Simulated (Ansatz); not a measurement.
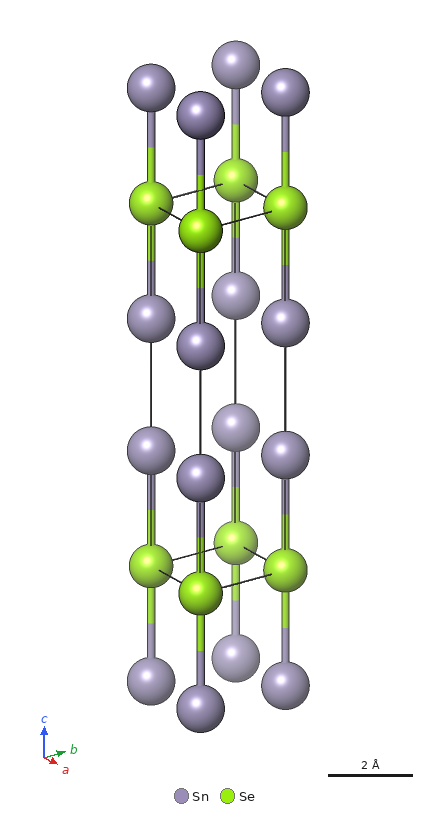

View slightly off an axis, drawn as a ball-and-stick model. One conventional unit cell is framed, with atoms on its boundary repeated. Finite groups of bonded atoms are drawn whole. Cell: a = 3.25 Å, b = 3.25 Å, c = 8.88 Å, α = 90.00°, β = 90.00°, γ = 120.00°.

Provenance: a random cell made by a generator, so it need not be a real form of the compound. Earlier steps of the study may have refined or changed the cell and positions. It was run through Ansatz as a DFT input.

> Explain the picture.

The material is Sn2Se. It is primitive hexagonal, space group P6/mmm (No. 191). Content of the cell: 2 Sn, 1 Se (Z = 1). The neighbours of Sn is one Se at about 2.8 Å. The coordination shell of Se holds two Sn in a linear arrangement at about 2.8 Å. The bonds build separate Sn2Se groups.

Setup: Ansatz 0.2.0, DFT PBE, scalar-relativistic, plane waves, PAW; E_cut = 420 eV, an 18×18×6 sampling of the Brillouin zone, Gaussian smearing of 0.1 eV, no spin polarisation.

> Does it come out as a metal, or with a gap?

A metal: bands cross the Fermi level.

> What charge does Bader's analysis assign to each element?

Sn +0.18 e; Se -0.36 e.

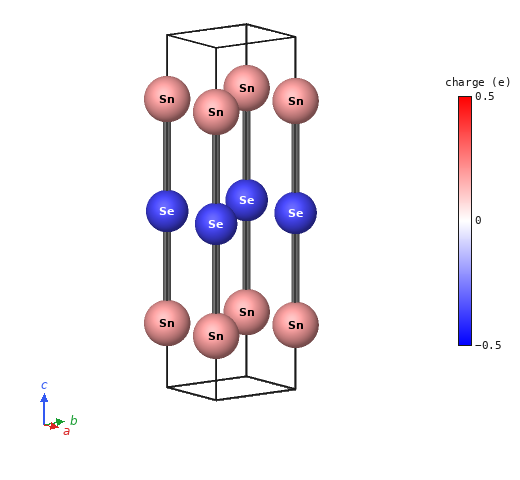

The atoms coloured by those charges. The run's cell of 3 atoms is drawn, so axes and origin can differ from the first picture.

> Has the structure come to rest?

Yes. All forces vanish to within 0.01 eV/Å. The pressure is 0.0 GPa, close to zero.
